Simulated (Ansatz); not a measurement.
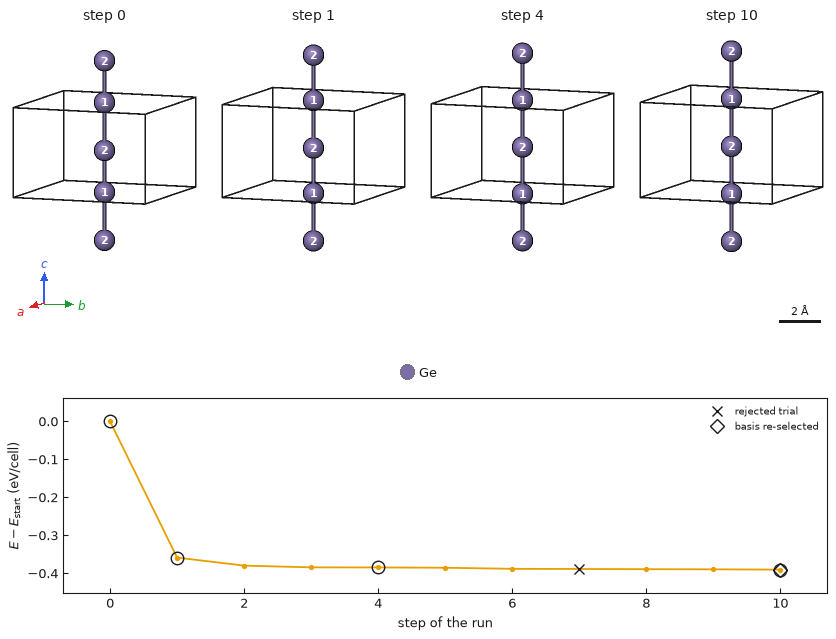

Frames of a relaxation of a wire of composition Ge, marked on the history of the run. A ball-and-stick model of the cell of the calculation, with the vacuum cut short, seen slightly off an axis.

Case: dimerised chain of atoms.

These are results of Ansatz, DFT PBE, scalar-relativistic, plane waves, PAW, not measurements.

Input file:
```yaml
crystal:
  lattice:
    - [9.0, 0.0, 0.0]
    - [0.0, 9.3, 0.0]
    - [0.0, 0.0, 4.4903119406]
  atoms:
    - { symbol: Ge, position: [0.5, 0.5, 0.0], spin: 0.5 }
    - { symbol: Ge, position: [0.5, 0.5, 0.465], spin: 0.5 }
basis:
  ecutwfc: 420
kpoints:
  mp_grid: { grid: [1, 1, 14] }
hamiltonian:
  xc: pbe
scf:
  occupations: { method: gaussian, width: 0.05 }
output:
  forces: true
  stress: true
  eigenvalues: true
  populations: true
  write_density: true
  write_potential: true
  elf: true
  volumetric_format: npy
magnetization:
  spin_polarized: true
relax:
  adjacent_minimum: "off"
  f_tol: 0.01
  max_steps: 45
  cell: { fix: [a, b, alpha, beta, gamma], stress_tol: 0.03 }
```

Run as
```bash
ansatz run input.yaml --threads 2 --pin off --max-ram 5120MiB --backend cpu --events-out ev --progress --plain --runs-dir out
```

Q: Describe the path.

A: The largest moves relative to the layer's centre, 0.083 Å, are those of Ge1 and Ge2. Along the periodic axis the drawn cell goes c 4.490 → 4.762 Å (+6.0 %). Among the contacts that change: Ge1–Ge2 2.088 → 2.381 Å, Ge1–Ge2 (another image) 2.402 → 2.381 Å. Over 8 accepted moves (10 points after the start) the energy falls by 0.390 eV per cell of the calculation. The largest force component goes from 3.6 to 0.00023 eV/Å. The line search rejected the trial step at point 7 of the run. At 1 point the geometry stayed and the basis and grid were re-selected for the new cell (energy shift of 0.8 meV per cell of the calculation at most each time). The program noted that the starting moments weren't kept. From step 0 to 1: Ge atoms move most (0.05 Å), energy −0.358 eV per cell of the calculation. From step 1 to 4: Ge atoms move most (0.03 Å), energy −25.8 meV per cell of the calculation. From step 4 to 10: energy −5.8 meV per cell of the calculation.

```json
{"step": "0", "E − E(0), meV/atom": "0.00", "largest force component, eV/Å": "3.5748", "note": ""}
{"step": "1", "E − E(0), meV/atom": "-179.25", "largest force component, eV/Å": "0.7632", "note": ""}
{"step": "2", "E − E(0), meV/atom": "-189.80", "largest force component, eV/Å": "0.3101", "note": ""}
{"step": "3", "E − E(0), meV/atom": "-192.11", "largest force component, eV/Å": "0.0026", "note": ""}
{"step": "4", "E − E(0), meV/atom": "-192.17", "largest force component, eV/Å": "0.0001", "note": ""}
{"step": "5", "E − E(0), meV/atom": "-192.60", "largest force component, eV/Å": "0.0004", "note": ""}
{"step": "6", "E − E(0), meV/atom": "-194.00", "largest force component, eV/Å": "0.0011", "note": ""}
{"step": "7", "E − E(0), meV/atom": "-193.97", "largest force component, eV/Å": "0.0002", "note": "rejected"}
{"step": "8", "E − E(0), meV/atom": "-194.51", "largest force component, eV/Å": "0.0000", "note": ""}
{"step": "9", "E − E(0), meV/atom": "-194.68", "largest force component, eV/Å": "0.0002", "note": ""}
{"step": "10", "E − E(0), meV/atom": "-195.07", "largest force component, eV/Å": "0.0002", "note": "same geometry, new basis"}
```

Limits of the set-up: the k-point mesh is coarse for a cell with partly filled bands.
